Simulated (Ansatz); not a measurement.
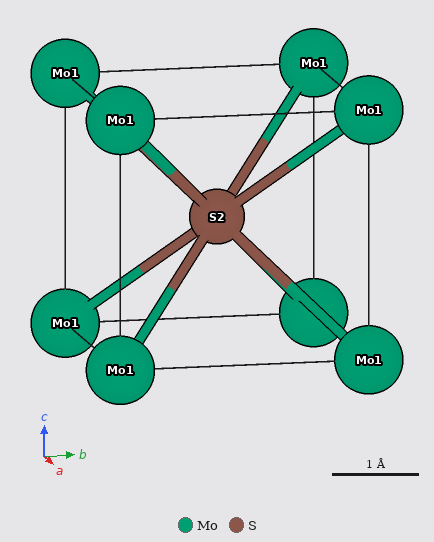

Fig. 1: The structure as given in the input (ball-and-stick view of the cell of the calculation, seen slightly off an axis; atoms are numbered from 1 in the order of the input). Near neighbours in the crystal (not all of them lie inside the picture): Mo has 8 S at 2.57 Å; S has 8 Mo at 2.57 Å.

**What a change does: single-point calculation on MoS**

System: MoS (Pm-3m, 2 atoms in the cell).
Method of the first run: DFT PBEsol, scalar-relativistic, plane waves, PAW, spin-polarised (Ansatz 0.2.0).

The structure was built on a prototype by a generator; it need not be a known phase. Text and figures count atoms from 1; the logs count them from 0 in places.

### Input file, the first run
```yaml
crystal:
  lattice:
    - [2.9692497936, 0.0, 0.0]
    - [0.0, 2.9692497936, 0.0]
    - [0.0, 0.0, 2.9692497936]
  atoms:
    - { symbol: Mo, position: [0.0, 0.0, 0.0], spin: 0.05 }
    - { symbol: S, position: [0.5, 0.5, 0.5] }
basis:
  ecutwfc: 420
  ecutrho_ratio: 4
kpoints:
  mp_grid: { grid: [10, 10, 10] }
hamiltonian:
  xc: pbesol
scf:
  occupations: { method: gaussian, width: 0.05 }
output:
  forces: true
  stress: true
  eigenvalues: true
  populations: true
magnetization:
  spin_polarized: true
```

Hardware: 4 threads of an Arm (aarch64) CPU, shared host.

### Output, shortened to warnings, some set-up lines, iterations and results (the first run)
```
WARN: the starting moments were not kept: the SCF closed with an absolute magnetisation of 1.5e-6 μB, where they sum to 0.05 μB in size (1 site). That is at most 0.1 of that sum. Measured as dr2_m measures the in/out step, that magnetisation stands 8.1e-13 eV from none, at or under the dr2_threshold of 1.0e-7 eV: it is no larger than a step whose dr2_m would equal this threshold. The system may …
Basis set: ecut = 420 eV, 485 PW (Γ), exchange–correlation on 40×40×40 points (8 copies of the dense FFT grid, shifted against one another)
Symmetry: 48 space group operations
k-points: 56 of 1000
Initial density: superposition of atomic densities (chi_scale 0.1, normalization cell)
[...]
SCF iter   1: F=—  HF=-5783.998218 eV  |F-HF|=—  |Δ(HF+E_count)|=         —  Δρ=3.87e-2 (↑3.87e-2 ↓3.67e-2)  dr2=2.01e0  dr2_m=4.50e-4  M=0.004 μB ∫|m|=0.006 μB  β_m=0.30  …
SCF iter   2: F=—  HF=-5783.421355 eV  |F-HF|=—  |Δ(HF+E_count)|=   5.77e-1  Δρ=2.64e-2 (↑2.64e-2 ↓2.50e-2)  dr2=8.84e-1  dr2_m=2.36e-4  M=0.003 μB ∫|m|=0.004 μB  β_m=0.59  …
SCF iter   3: F=—  HF=-5783.011168 eV  |F-HF|=—  |Δ(HF+E_count)|=   4.10e-1  Δρ=3.52e-3 (↑3.46e-3 ↓3.52e-3)  dr2=8.52e-3  dr2_m=3.43e-6  M=0.002 μB ∫|m|=0.002 μB  β_m=0.74  …
SCF iter   4: F=—  HF=-5783.037926 eV  |F-HF|=—  |Δ(HF+E_count)|=   2.68e-2  Δρ=4.98e-4 (↑4.51e-4 ↓4.98e-4)  dr2=2.95e-4  dr2_m=9.91e-7  M=0.001 μB ∫|m|=0.001 μB  β_m=0.87  …
SCF iter   5: F=—  HF=-5783.039076 eV  |F-HF|=—  |Δ(HF+E_count)|=   1.15e-3  Δρ=1.27e-4 (↑1.16e-4 ↓1.27e-4)  dr2=1.41e-5  dr2_m=1.20e-7  M=0.000 μB ∫|m|=0.000 μB  β_m=0.80  …
SCF iter   6: F=—  HF=-5783.039076 eV  |F-HF|=—  |Δ(HF+E_count)|=   3.52e-7  Δρ=7.57e-5 (↑5.59e-5 ↓7.57e-5)  dr2=8.23e-6  dr2_m=4.35e-8  M=0.000 μB ∫|m|=0.000 μB  β_m=0.79  …
SCF iter   7: F=—  HF=-5783.039081 eV  |F-HF|=—  |Δ(HF+E_count)|=   4.97e-6  Δρ=8.53e-6 (↑8.53e-6 ↓3.05e-6)  dr2=2.07e-8  dr2_m=6.53e-9  M=0.000 μB ∫|m|=0.000 μB  β_m=0.89  …
SCF iter   8: F=—  HF=-5783.039081 eV  |F-HF|=—  |Δ(HF+E_count)|=   8.66e-9  Δρ=2.86e-6 (↑9.92e-7 ↓2.86e-6)  dr2=4.26e-9  dr2_m=4.51e-10  M=0.000 μB ∫|m|=0.000 μB  β_m=0.95  …
SCF iter   9: F=—  HF=-5783.039081 eV  |F-HF|=—  |Δ(HF+E_count)|=  1.16e-10  Δρ=5.22e-7 (↑3.50e-7 ↓5.22e-7)  dr2=7.78e-11  dr2_m=3.25e-11  M=0.000 μB ∫|m|=0.000 μB  β_m=0.90  …
SCF iter  10: F=-5783.039081 eV  HF=-5783.039081 eV  |F-HF|=2.73e-11  |Δ(HF+E_count)|=  2.73e-12  Δρ=1.77e-7 (↑1.77e-7 ↓1.13e-7)  dr2=3.15e-11  dr2_m=4.21e-13  M=0.000 μB …
SCF 1 converged in 10 iterations: F = -5783.039081 eV  dr2 = 3.15e-11
WARN: the starting moments were not kept: the SCF closed with an absolute magnetisation of 1.5e-6 μB, where they sum to 0.05 μB in size (1 site). That is at most 0.1 of that sum. Measured as dr2_m measures the in/out step, that magnetisation stands 8.1e-13 eV from none, at or under the …
SCF converged after 10 iterations
Magnetization: 0.0000 μB (10.0000 up, 10.0000 down)
Absolute magnetization: 0.0000 μB (∫|ρ↑−ρ↓|, with the PAW one-centre terms)
Spin contamination: 0.0000 ħ² per cell (⟨S²⟩ above its minimum at these occupations)
Per-site moments (μB) at R_I (Å): [(1.1772178424511237e-6, 1.060721372468712), (-3.202763771443172e-8, 1.060721372468712)]
Free energy (F): -5783.039081 eV
Harris-Foulkes:  -5783.039081 eV  (|F-HF|=2.73e-11)
Internal energy: -5783.037156 eV  (E = F + TS)
E sigma→0 (E₀):  -5783.038118 eV
Entropy (-TS):   -0.001925 eV (-0.963 meV/atom)
Fermi energy:    19.616311 eV
--- Per-component energies (eV) ---
  E_band       = -14.024798
  E_kinetic    = 555.925944
  E_local      = -887.494301  (includes V_loc(G=0)·N_el)
  E_nonlocal   = 173.960024
  E_hartree    = 307.180881
  E_xc         = -281.508319
  E_vxc        = -319.920506  (∫ρ·V_xc dr)
  E_paw        = -3728.562785  (= ΣΔE_a)
  E_vpaw       = -150.857893  (= ΣTr[D̂ρ^β])
[...]
```

For the second run the input was changed thus:
```diff
-    - [2.9692497936, 0.0, 0.0]
-    - [0.0, 2.9692497936, 0.0]
-    - [0.0, 0.0, 2.9692497936]
+    - [2.9443894706, 0.0, 0.0]
+    - [0.0, 2.9443894706, 0.0]
+    - [0.0, 0.0, 2.9443894706]
```

What does this change do to the results?

With the same functional and potentials, the second run lies 6.3 meV per atom higher. The pressure goes from −0.03 to 6.35 GPa. The volume per atom goes from 13.09 to 12.76 Å³. The cell is scaled evenly with the atoms at fixed fractional positions, so −ΔP/Δ ln V estimates the bulk modulus midway between the two volumes: about 250 GPa. The SCF takes 9 iterations against 10.

### Output, shortened to warnings, some set-up lines, iterations and results (the second run)
```
WARN: the starting moments were not kept: the SCF closed with an absolute magnetisation of 2.1e-6 μB, where they sum to 0.05 μB in size (1 site). That is at most 0.1 of that sum. Measured as dr2_m measures the in/out step, that magnetisation stands 1.4e-12 eV from none, at or under the dr2_threshold of 1.0e-7 eV: it is no larger than a step whose dr2_m would equal this threshold. The system may …
Basis set: ecut = 420 eV, 485 PW (Γ), exchange–correlation on 40×40×40 points (8 copies of the dense FFT grid, shifted against one another)
Symmetry: 48 space group operations
k-points: 56 of 1000
Initial density: superposition of atomic densities (chi_scale 0.1, normalization cell)
[...]
SCF iter   1: F=—  HF=-5784.026520 eV  |F-HF|=—  |Δ(HF+E_count)|=         —  Δρ=3.92e-2 (↑3.92e-2 ↓3.72e-2)  dr2=1.99e0  dr2_m=4.73e-4  M=0.004 μB ∫|m|=0.005 μB  β_m=0.30  …
SCF iter   2: F=—  HF=-5783.131990 eV  |F-HF|=—  |Δ(HF+E_count)|=   8.95e-1  Δρ=1.56e-2 (↑1.56e-2 ↓1.50e-2)  dr2=1.52e-1  dr2_m=1.66e-4  M=0.009 μB ∫|m|=0.009 μB  β_m=0.34  …
SCF iter   3: F=—  HF=-5783.031426 eV  |F-HF|=—  |Δ(HF+E_count)|=   1.01e-1  Δρ=8.28e-3 (↑8.28e-3 ↓8.14e-3)  dr2=3.39e-2  dr2_m=8.75e-5  M=0.005 μB ∫|m|=0.006 μB  β_m=0.53  …
SCF iter   4: F=—  HF=-5783.024837 eV  |F-HF|=—  |Δ(HF+E_count)|=   6.59e-3  Δρ=1.17e-3 (↑1.17e-3 ↓1.17e-3)  dr2=5.38e-4  dr2_m=8.59e-6  M=0.002 μB ∫|m|=0.002 μB  β_m=0.62  …
SCF iter   5: F=—  HF=-5783.026366 eV  |F-HF|=—  |Δ(HF+E_count)|=   1.53e-3  Δρ=2.98e-4 (↑2.14e-4 ↓2.98e-4)  dr2=1.01e-4  dr2_m=8.48e-7  M=0.001 μB ∫|m|=0.001 μB  β_m=0.81  …
SCF iter   6: F=—  HF=-5783.026524 eV  |F-HF|=—  |Δ(HF+E_count)|=   1.57e-4  Δρ=4.93e-5 (↑2.86e-5 ↓4.93e-5)  dr2=2.24e-6  dr2_m=6.49e-8  M=0.000 μB ∫|m|=0.000 μB  β_m=0.85  …
SCF iter   7: F=—  HF=-5783.026527 eV  |F-HF|=—  |Δ(HF+E_count)|=   3.24e-6  Δρ=9.01e-6 (↑3.74e-6 ↓9.01e-6)  dr2=3.81e-8  dr2_m=5.95e-9  M=0.000 μB ∫|m|=0.000 μB  β_m=0.93  …
SCF iter   8: F=—  HF=-5783.026527 eV  |F-HF|=—  |Δ(HF+E_count)|=   3.11e-8  Δρ=1.93e-6 (↑1.93e-6 ↓1.39e-6)  dr2=4.81e-9  dr2_m=3.13e-11  M=0.000 μB ∫|m|=0.000 μB  β_m=0.96  …
SCF iter   9: F=-5783.026527 eV  HF=-5783.026527 eV  |F-HF|=6.25e-10  |Δ(HF+E_count)|=   1.97e-9  Δρ=6.73e-7 (↑6.73e-7 ↓5.68e-7)  dr2=6.92e-10  dr2_m=1.41e-12  M=0.000 μB …
SCF 1 converged in 9 iterations: F = -5783.026527 eV  dr2 = 6.92e-10
WARN: the starting moments were not kept: the SCF closed with an absolute magnetisation of 2.1e-6 μB, where they sum to 0.05 μB in size (1 site). That is at most 0.1 of that sum. Measured as dr2_m measures the in/out step, that magnetisation stands 1.4e-12 eV from none, at or under the …
SCF converged after 9 iterations
Magnetization: 0.0000 μB (10.0000 up, 10.0000 down)
Absolute magnetization: 0.0000 μB (∫|ρ↑−ρ↓|, with the PAW one-centre terms)
Spin contamination: 0.0000 ħ² per cell (⟨S²⟩ above its minimum at these occupations)
Per-site moments (μB) at R_I (Å): [(1.506189737917447e-6, 1.0518403830721936), (-1.2317151885152777e-7, 1.0518403830721936)]
Free energy (F): -5783.026527 eV
Harris-Foulkes:  -5783.026527 eV  (|F-HF|=6.25e-10)
Internal energy: -5783.024887 eV  (E = F + TS)
E sigma→0 (E₀):  -5783.025707 eV
Entropy (-TS):   -0.001639 eV (-0.820 meV/atom)
Fermi energy:    20.215463 eV
--- Per-component energies (eV) ---
  E_band       = -3.427796
  E_kinetic    = 557.948597
  E_local      = -867.109603  (includes V_loc(G=0)·N_el)
  E_nonlocal   = 174.043987
  E_hartree    = 301.805599
  E_xc         = -282.245011
  E_vxc        = -320.894248  (∫ρ·V_xc dr)
  E_paw        = -3728.695024  (= ΣΔE_a)
  E_vpaw       = -151.028439  (= ΣTr[D̂ρ^β])
[...]
```

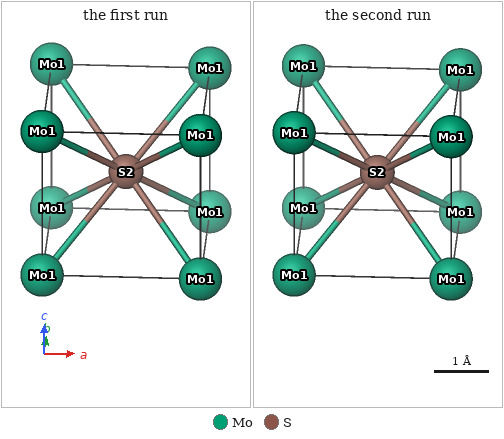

Fig. 2: The two input geometries at one scale (ball-and-stick view of the cell of the calculation, seen at an oblique angle). The atoms keep their places relative to the cell (all moves are under 0.005 Å). The drawn cell changes as follows: a = b = c 2.969 → 2.944 Å (−0.8 %); the volume changes by −2.5 %. Among the contacts that change: Mo1–S2 2.571 → 2.550 Å.

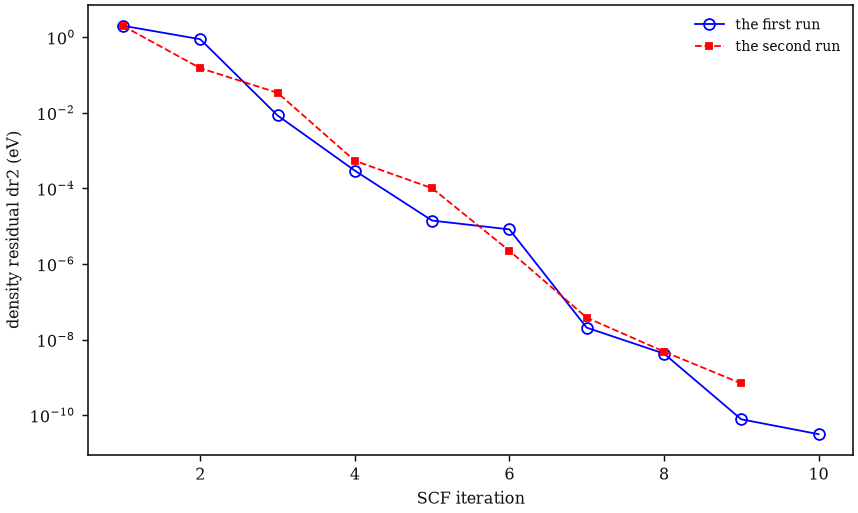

Fig. 3: Convergence of the two runs: density residual dr2 against the SCF iteration. The first run takes 10 iterations in all, and the second run takes 9.

### The two runs side by side

```csv
quantity,the first run,the second run
outcome,converged,converged
free energy per atom (eV),−2891.5195,−2891.5133
"energy per atom, smearing taken to zero (eV)",−2891.5191,−2891.5129
gap on the mesh (eV),0.00,0.00
net moment of the cell (μB),0.00,0.00
absolute moment of the cell (μB),0.00,0.00
pressure (GPa),−0.03,6.35
volume per atom (Å³),13.09,12.76
largest force (eV/Å),0.000,0.000
SCF iterations,10,9
irreducible k-points,56,56
plane waves at Γ,485,485
wall time (shared host),1.9 s,1.9 s
```

For both runs: Warnings: some starting moments were not kept. For the second run: The cell is under a pressure of 6.3 GPa at this level, so it is not at its equilibrium volume.
